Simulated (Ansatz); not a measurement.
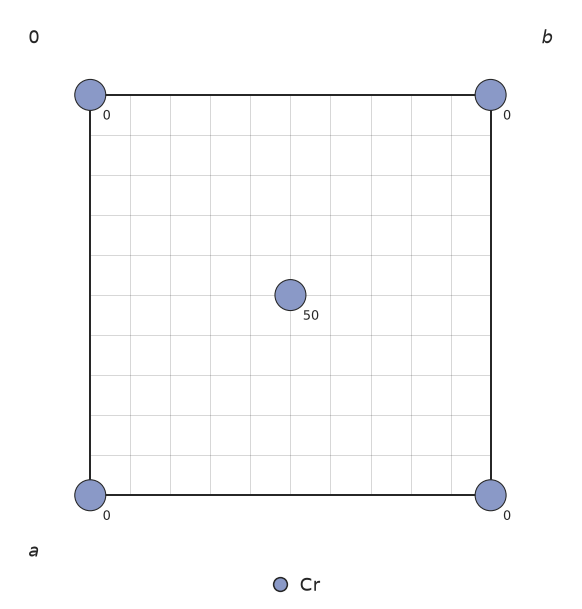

Plan of a unit cell projected along c (a down the page, b across); the numbers are heights in hundredths of c, and atoms on the cell's edges are repeated. The grid marks tenths of a and b. Source: the input geometry of an electronic-structure calculation (not necessarily at equilibrium); the starting structure was generated, so it need not be a known form of this composition. Geometry calculated from the standardised cell; symmetry tolerance 0.002 Å.

a = 2.384 Å, b = 2.384 Å, c = 4.302 Å, α = 90.00°, β = 90.00°, γ = 90.00°.

**What does the cell contain?**

2 Cr: Cr, Z = 2.

**Which space group?**

No. 139, I4/mmm, body-centred tetragonal.

**Give the independent sites, coordinates to two places.**

```tsv
atom	site	symmetry	x	y	z
Cr	2a	4/mmm	0.00	0.00	0.00
```
